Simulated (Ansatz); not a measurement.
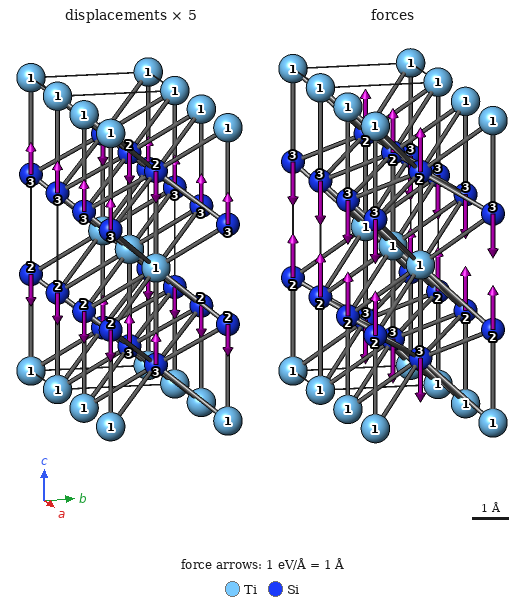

Left: a symmetric starting cell of TiSi$_{2}$, with purple arrows for the displacements applied to it (without the part that the change of the cell carries along). Right: the displaced structure with the computed forces. Besides, the cell is strained by +3.5 % along a, +3.1 % along c, +0.3 % along b (volume +6.9 %). A ball-and-stick model of the conventional cell (2 times the calculation's cell), repeated 3 × 1 × 1 with one cell outlined, seen slightly off an axis. Lengths and directions refer to the drawn axes.

The calculation used DFT PBE, scalar-relativistic, plane waves, PAW in Ansatz. Settings: plane-wave cutoff 420 eV; k-point mesh 18 × 18 × 18; occupations gaussian; smearing width 0.1 eV; no spin polarisation.

### How do the forces relate to the distortion?

The Si atoms are displaced by 0.19 Å relative to the cell: Si2 0.19 Å along −c. No relaxation follows. The starting cell wasn't computed here and needn't be at equilibrium, so pressure and forces aren't due to the change alone. The pressure is −5.4 GPa (not all of it need come from the change, since the unchanged cell can be under pressure at this level too). The principal stresses (compression positive) are −2.8 GPa along a, −6.0 GPa along c, −7.4 GPa along b. The largest forces, 1.3 eV/Å, act on Si2 and Si3; on Si2 it points along +c. The forces point straight back along the displacements (cosine −1.00). Near-neighbour distances before and after: Si–Ti 2.675 → 2.837 Å, Si–Si 2.629 → 2.508 Å, Si–Ti 2.779 → 2.676 Å. The space group stays Immm (No. 71).
